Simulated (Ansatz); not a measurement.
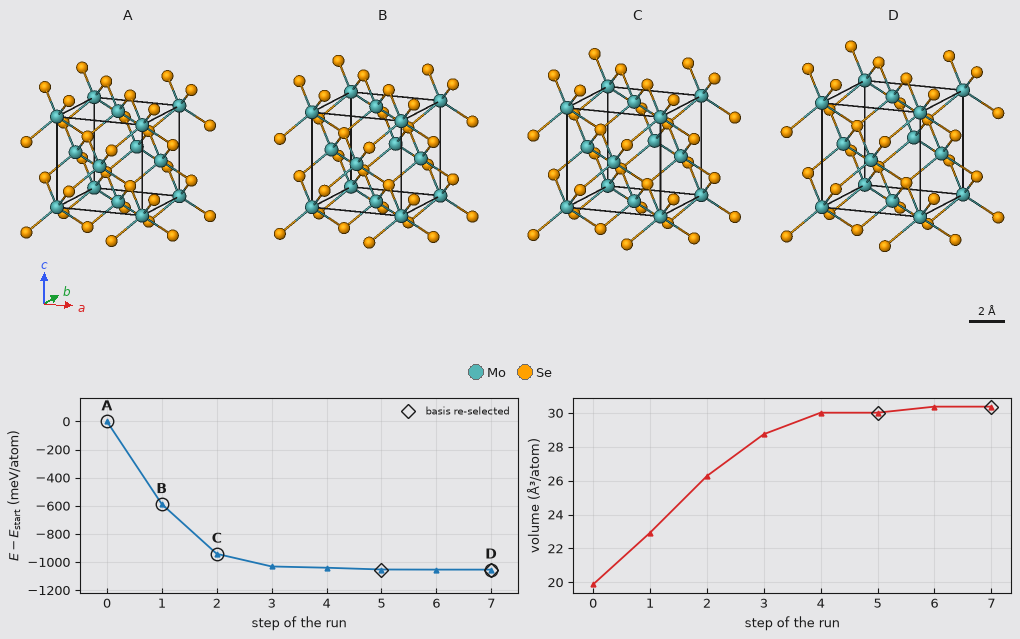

Frames of a relaxation of solid MoSe (built on the zinc blende type) (coarse preliminary run), marked on the history of the run. Style: ball-and-stick. Shown: the conventional cell (4 times the calculation's cell), slightly off an axis. Lengths and directions refer to the drawn axes.

Theory: DFT PBE+U, scalar-relativistic, plane waves, PAW in Ansatz 0.2.0. Settings: plane-wave cutoff 420 eV; k-point mesh 6 × 6 × 6; occupations gaussian; smearing width 0.1 eV; U Mo 4.38 eV; collinear spin; cell and atoms relaxed; force threshold 0.05 eV/Å; at most 80 steps.

Q: Describe the path.

A: The atoms keep their places relative to the cell (all moves are under 0.005 Å). The drawn cell changes as follows: a = b = c 5.418 → 6.240 Å (+15.2 %); the volume changes by +52.8 %. Some distances before and after: Mo–Se 2.346 → 2.702 Å. The space group stays F-43m (No. 216). The energy falls by 1053 meV per atom in 5 accepted moves (7 points after the start). All forces vanish by symmetry, so only the cell relaxes. The pressure goes from 38.64 to 0.11 GPa. The SCF was repeated twice at an unchanged geometry on a basis and grid sized afresh for the cell, which shifted the energy by 12.6 meV per atom at most. Cost: 28 s on 1 thread of AMD EPYC 7R43 64-Core Processor (Zen 3), with other jobs on the host, peak memory 0.44 GiB. From step 0 to 1: volume +15.3 %, energy −588 meV per atom. From step 1 to 2: volume +14.6 %, energy −353 meV per atom. From step 2 to 7: volume +15.6 %, energy −112 meV per atom.
